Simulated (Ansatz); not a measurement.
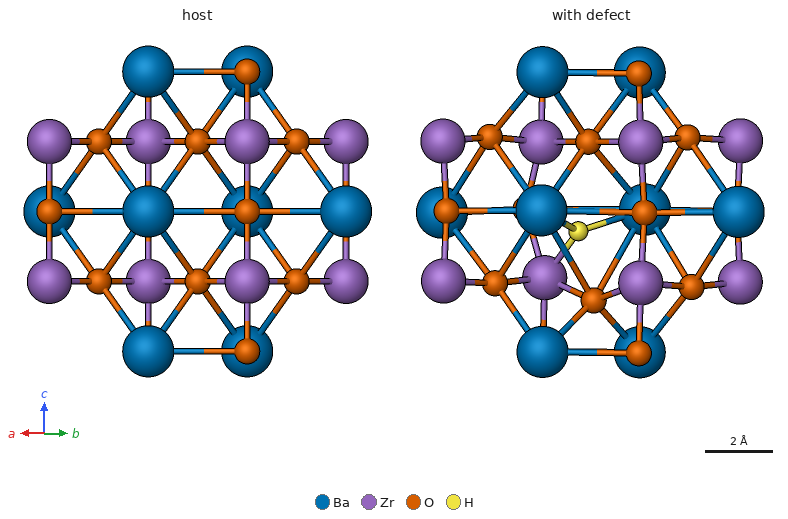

Left: perfect BaZrO$_{3}$. Right: the same region with one point defect, after relaxing the atoms in a supercell of 40 sites. A ball-and-stick model of the atoms within 5.4 Å of one point, in a slice 4.2 Å thick across the line of sight, seen along [110].

Theory: Ansatz 0.2.0, DFT, PBEsol, PAW, plane waves. Settings: plane-wave cutoff 420 eV; k-point mesh 1 × 1 × 1; mesh shifted by (0.25, 0.25, 0.25); no spin polarisation. Fermi-Dirac smearing of 0.01 eV. A uniform background neutralises the charged cell. The axes drawn are those of the host's conventional cell.

> What kind of defect was made?

An extra hydrogen atom is put between the host's atoms (an interstitial).

The charge state of the cell is −1.

> How does the lattice respond?

The H atom starts with 4 O at 2.09 Å, 2 Ba at 2.09 Å around its place and ends with 1 Zr at 1.96 Å, 2 O at 2.17 Å. Of the host's atoms, an oxygen atom moves furthest from its site, by 0.60 Å. The H atom itself moves 0.85 Å from where it was put.

Limits of the set-up: the periodic images lie only 8.4 Å apart, so the values are limited by the cell's size; the cell is charged, on a uniform background, and energies carry no finite-size correction.
